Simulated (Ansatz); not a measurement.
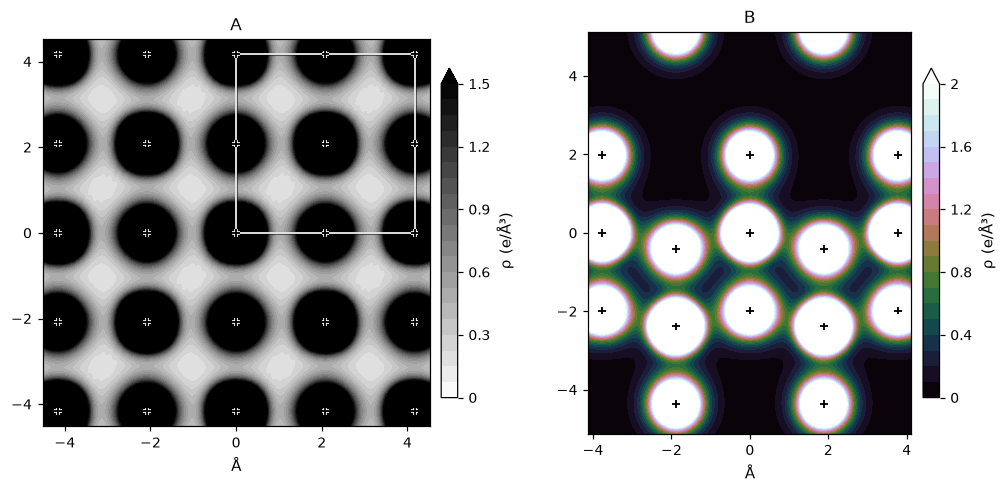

The valence electron density of 2 systems, each on a plane through atoms (crosses mark nuclei in the plane).

Method: DFT PBEsol, scalar-relativistic, plane waves, PAW (Ansatz).

System 1: CoO, the (010) plane of the conventional cell. Space group Fm-3m; spin-polarised.

```
Co O
1.0
     2.94645    1.70113   -2.40577
     0.00000    3.40227    2.40577
     2.94645   -1.70113    2.40577
Co O
4 4
Direct
  0.00000 0.00000 0.00000
  0.00000 0.50000 0.50000
  0.50000 0.00000 0.50000
  0.50000 0.50000 0.00000
  0.00000 0.00000 0.50000
  0.00000 0.50000 0.00000
  0.50000 0.00000 0.00000
  0.50000 0.50000 0.50000
```

System 2: TiO2, the (010) plane of the conventional cell. Space group I4₁/amd; computed without spin polarisation.

```xyz
12
Lattice="3.7707 0.0000 0.0000 0.0000 3.7707 0.0000 0.0000 0.0000 9.5463" Properties=species:S:1:pos:R:3 pbc="T T T"
Ti    0.0000    0.0000    0.0000
Ti    1.8853    1.8853    4.7732
Ti    0.0000    1.8853    2.3866
Ti    1.8853    0.0000    7.1598
O     0.0000    0.0000    1.9820
O     1.8853    1.8853    6.7552
O     0.0000    1.8853    4.3686
O     1.8853    0.0000    9.1418
O     0.0000    1.8853    0.4046
O     1.8853    0.0000    5.1777
O     0.0000    0.0000    7.5643
O     1.8853    1.8853    2.7912
```

Which map belongs to which system?

Panel A is system 1, CoO: the plane holds Co and O. Co–O (2.08 Å): ρ at the midpoint is about 0.47 e/Å³. Panel B is system 2, TiO2: the plane holds Ti and O. Ti–O (1.93 Å): ρ at the midpoint is about 0.76 e/Å³.
